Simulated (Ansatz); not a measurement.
Run report: Ga26Sb27, single-point calculation (part 1 of 2)

The run: single-point calculation of Ga26Sb27 (defect cell, 53 atoms in the cell). Method and program: DFT PBE, scalar-relativistic, plane waves, PAW, spin-polarised (Ansatz 0.2.0).

The structure derives from an entry of the Crystallography Open Database.

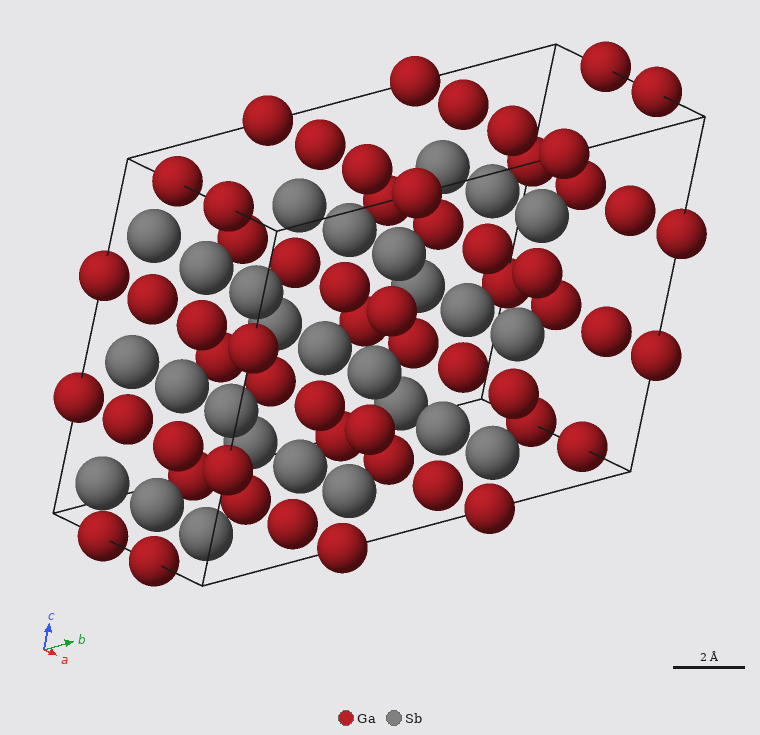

Fig. 1: The structure as given in the input (spheres-only view of the cell of the calculation, seen slightly off an axis). An atom can appear more than once, as a periodic image.

### Summary

| quantity | value |
| --- | --- |
| outcome | converged |
| electrons treated | 743 |
| free energy | −273431.3829 eV |
| Fermi energy | 7.736 eV |
| gap on the k-point mesh | none (metallic) |
| net moment of the cell | 2.16 μB |
| integrated absolute moment | 2.20 μB |
| largest force (length of the vector) | 0.063 eV/Å |
| hardware | 8 threads of Arm Neoverse V2, 24 GiB of memory available, shared host |
| wall time | 44 s (CPU time 5.3 min) |
| peak memory | 5.4 GiB |

### Notes

Notes on the run: the state was not tested for a lower one. The k-point mesh is coarse for a cell of this size, so the results may not be converged.

### The input
```yaml
crystal:
  lattice:
    - [0.0, 9.177, 9.177]
    - [9.177, 0.0, 9.177]
    - [9.177, 9.177, 0.0]
  atoms:
    - { symbol: Ga, position: [0.0019121931, 0.0024592609, 0.3261487764], spin: 0.01 }
    - { symbol: Ga, position: [0.0023129518, 0.0017822188, 0.6695516148], spin: 0.01 }
    - { symbol: Ga, position: [0.0022069235, 0.3260395207, 0.0024755318], spin: 0.01 }
    - { symbol: Ga, position: [0.0006315378, 0.3332857883, 0.3332075108], spin: 0.01 }
    - { symbol: Ga, position: [0.0026935416, 0.3249750634, 0.6701966171], spin: 0.01 }
    - { symbol: Ga, position: [0.0018785867, 0.6699480469, 0.0023416701], spin: 0.01 }
    - { symbol: Ga, position: [0.0023711252, 0.6695549217, 0.3261641685], spin: 0.01 }
    - { symbol: Ga, position: [-0.0003817001, 0.6663373608, 0.6667804819], spin: 0.02 }
    - { symbol: Ga, position: [0.3255527374, 0.002599482, 0.0019022273], spin: 0.01 }
    - { symbol: Ga, position: [0.3333886066, 0.000491273, 0.332987799], spin: 0.01 }
    - { symbol: Ga, position: [0.3259894588, 0.0020693618, 0.6695572421], spin: 0.01 }
    - { symbol: Ga, position: [0.333455204, 0.3335040532, -3.16896e-05], spin: 0.01 }
    - { symbol: Ga, position: [0.3335767007, 0.3333828508, 0.3332142595], spin: 0.01 }
    - { symbol: Ga, position: [0.3329788327, 0.3328733815, 0.667067336], spin: 0.01 }
    - { symbol: Ga, position: [0.3254850188, 0.6700575188, 0.0024717256], spin: 0.01 }
    - { symbol: Ga, position: [0.3329688266, 0.6673412976, 0.3326463802], spin: 0.01 }
    - { symbol: Ga, position: [0.3327256268, 0.6673245544, 0.6670012035], spin: 0.01 }
    - { symbol: Ga, position: [0.6693852597, 0.0022194786, 0.0016036023], spin: 0.01 }
    - { symbol: Ga, position: [0.6699450053, 0.0020934391, 0.3257963708], spin: 0.01 }
    - { symbol: Ga, position: [0.6664845884, -0.0007247474, 0.6670656172], spin: 0.02 }
    - { symbol: Ga, position: [0.6699950033, 0.325595356, 0.0021227382], spin: 0.01 }
    - { symbol: Ga, position: [0.6676198598, 0.3325036331, 0.3327910177], spin: 0.01 }
    - { symbol: Ga, position: [0.6674903523, 0.332754824, 0.6670490512], spin: 0.01 }
    - { symbol: Ga, position: [0.6665800977, 0.6664871473, -0.0003893755], spin: 0.02 }
    - { symbol: Ga, position: [0.6673915165, 0.6672354622, 0.3326157564], spin: 0.01 }
    - { symbol: Ga, position: [0.6666072373, 0.666464973, 0.6669889784], spin: 0.02 }
    - { symbol: Sb, position: [0.0751452935, 0.0755237281, 0.0759186404], spin: 0.08 }
    - { symbol: Sb, position: [0.0831025278, 0.0829492575, 0.4169744256], spin: 0.04 }
    - { symbol: Sb, position: [0.0755277973, 0.0744912445, 0.7736133174], spin: 0.08 }
    - { symbol: Sb, position: [0.0831475435, 0.4172955625, 0.0828883438], spin: 0.04 }
    - { symbol: Sb, position: [0.0832702897, 0.4166181192, 0.4175804539], spin: 0.04 }
    - { symbol: Sb, position: [0.0827163318, 0.4154593307, 0.7509606061], spin: 0.02 }
    - { symbol: Sb, position: [0.0751810134, 0.7726695805, 0.0760624313], spin: 0.07 }
    - { symbol: Sb, position: [0.0826534173, 0.750741052, 0.4160654795], spin: 0.02 }
    - { symbol: Sb, position: [0.0824134267, 0.7502160493, 0.7508337932], spin: 0.02 }
    - { symbol: Sb, position: [0.416621544, 0.0831727999, 0.0826150541], spin: 0.04 }
    - { symbol: Sb, position: [0.4172361294, 0.083015936, 0.4169283104], spin: 0.04 }
    - { symbol: Sb, position: [0.4157213352, 0.0825819634, 0.7506270824], spin: 0.02 }
    - { symbol: Sb, position: [0.4171230439, 0.4172816091, 0.0828693472], spin: 0.04 }
    - { symbol: Sb, position: [0.4170171181, 0.4168256617, 0.4165828693], spin: 0.02 }
    - { symbol: Sb, position: [0.4169748257, 0.4167514995, 0.749640295], spin: 0.02 }
    - { symbol: Sb, position: [0.4157630717, 0.7510149497, 0.0823908712], spin: 0.02 }
    - { symbol: Sb, position: [0.4168520338, 0.7499883876, 0.416576704], spin: 0.02 }
    - { symbol: Sb, position: [0.4157961274, 0.7504879669, 0.751033331], spin: 0.02 }
    - { symbol: Sb, position: [0.7720625683, 0.0751714452, 0.0758513591], spin: 0.08 }
    - { symbol: Sb, position: [0.7504549158, 0.0821937825, 0.4164692133], spin: 0.02 }
    - { symbol: Sb, position: [0.7507009552, 0.0823944443, 0.7502460986], spin: 0.02 }
    - { symbol: Sb, position: [0.7506581448, 0.415813492, 0.0825155582], spin: 0.02 }
    - { symbol: Sb, position: [0.7501349005, 0.4166903474, 0.4165461227], spin: 0.02 }
    - { symbol: Sb, position: [0.7511215452, 0.4156319409, 0.7507842415], spin: 0.02 }
    - { symbol: Sb, position: [0.7503872027, 0.7505739355, 0.0823055885], spin: 0.02 }
    - { symbol: Sb, position: [0.7507303372, 0.7504882868, 0.4162972156], spin: 0.02 }
    - { symbol: Sb, position: [0.7499191363, 0.7495741924, 0.7500524709], spin: 0.01 }
magnetization:
  spin_polarized: true
basis:
  ecutwfc: 420
  fft_grid_basis: typed
kpoints:
  mp_grid: { grid: [1, 1, 1] }
hamiltonian:
  xc: pbe
  pseudopotentials: { kind: paw }
scf:
  occupations: { method: gaussian, width: 0.05 }
  n_extra_bands: 19
output:
  forces: true
  stress: false
  eigenvalues: true
  bader: false
  write_density: false
  volumetric_format: npy
  populations: true
  band_densities:
    - { e_range: [-0.25, 0.25] }
    - { e_range: [-1.2, 0.0] }
    - { e_range: [0.0, 1.2] }
    - { e_range: [-0.05, 0.09] }
    - { e_range: [-0.64, -0.51] }
    - { e_range: [0.43, 0.92] }
    - { e_range: [-1.13, -0.91] }
  dos:
    e_range: [-30, 8]
    de: 0.02
    method: { smearing: { sigma: 0.03, scheme: gaussian } }
    projected: { site_lists: { Ga: [Ga], Sb: [Sb] } }
checkpoint:
  read: start.run
  write: ck
  compress: false
  write_wavefunctions: false
  write_every: 100000
```

Run as:
```bash
ansatz run input.yaml --threads 8 --pin off --max-ram 16384MiB --backend cpu --events-out ev --progress --plain --runs-dir out
```

### Log
```
Warning: the band count 391 (scf.n_extra_bands) hosts the net moment |M| = 1.1800 μB (N_el = 743) but caps the reachable moment at 2·n_bands − N_el = 39.0000 μB, below the 447 bands that the automatic rule leaves for it — a moment growing past the seed, or the majority channel's smearing tail, pins there with fewer empty majority states than that count leaves; raise or omit scf.n_extra_bands unless the cap is intended
Warning: checkpoint.read: spin seed differs: saved 64b946f3fa62…, current f365ad11d541…; the loaded state replaces the seed-built initial guess (but the starting_ns of a DFT+U solve that opens without the state's occupation matrices), so the run may converge into the producing seed's basin, or, where the symmetry group that follows from this deck's starting moments and starting_ns does not hold the saved magnetisation, lose that magnetisation at its first build. Where atoms have moved since the state was saved, this difference can also decide whether moments are moved with them. A self-consistent run of this deck without the state starts from its starting moments and, under a DFT+U term, its starting_ns
scf.n_extra_bands = 19 over 372 filled bands (N_el = 743.0): the run solves 391 bands
Engine: ansatz 0.2.0, aarch64-unknown-linux-gnu
Pseudopotentials: kind: paw
Pseudopotential: Ga, paw, valence charge 13, recommended cutoff 420 eV (normal), Ga.paw.azcp
Pseudopotential: Sb, paw, valence charge 15, recommended cutoff 420 eV (normal), Sb.paw.azcp
Functional definition: PBE
  parameter kappa = 0.804
  parameter beta = 0.06672455060314922
  exchange = pbe_x(kappa = kappa, mu = beta*pi^2/3)
  correlation = pbe_c(beta = beta)
Crystal: 53 atoms, lattice volume = 1545.725 Å³
Basis set: ecut = 420 eV, 30395 PW (Γ), exchange–correlation on 180×180×180 points (8 copies of the dense FFT grid, shifted against one another)
Bands: 391, of which v1, the nominal top of the filled ones, is band 372 counted from 1 (371 counted from 0)
Symmetry: 1 space group operations
Space group: P1 (ITA 1), of the structure as read, at distance tolerance 1.2e-4 Å
Magnetic group: BNS 1.1 (UNI 1), of the structure as read, at distance tolerance 1.2e-4 Å
k-points: 1
Non-local potential: Ga, projectors of the file, l = 0: 2, l = 1: 2, l = 2: 3, l = 3: 1
Non-local potential: Sb, projectors of the file, l = 0: 2, l = 1: 2, l = 2: 2, l = 3: 2
PAW form: soft (Blöchl's): semilocal exchange-correlation on the pseudo side does not see the compensation charge
PAW one-centre angular grid: Ga, 590 points (default); XC on 64 Gauss nodes
PAW one-centre angular grid: Sb, 590 points (default); XC on 64 Gauss nodes
Initial density: read from a saved state, or passed on in memory by an earlier SCF of this step, an earlier step, the calling program or the single point that the run made first
Stability of the state it starts from, as read at its close in the collinear treatment: not read negative (Ritz values of 1 − χ₀K, real part plus size of imaginary part, from 0.29 to 0.35, by its mixing steps under no symmetry); its run was given moments
Starting moments: Σ|m| = 1.18 μB on 53 of 53 sites; this step starts from the density that it was given
Initial wavefunctions: pseudopotential atomic-orbital guess
Functional: x = pbe(κ = 0.804, μ = 0.2195149727645171), c = pbe(β = 0.06672455060314922)
iter 1 solved again at ethr=2.00e-7 eV; its pass at ethr=3.10e-3 eV (dr2=1.49e-3 eV) is discarded
```
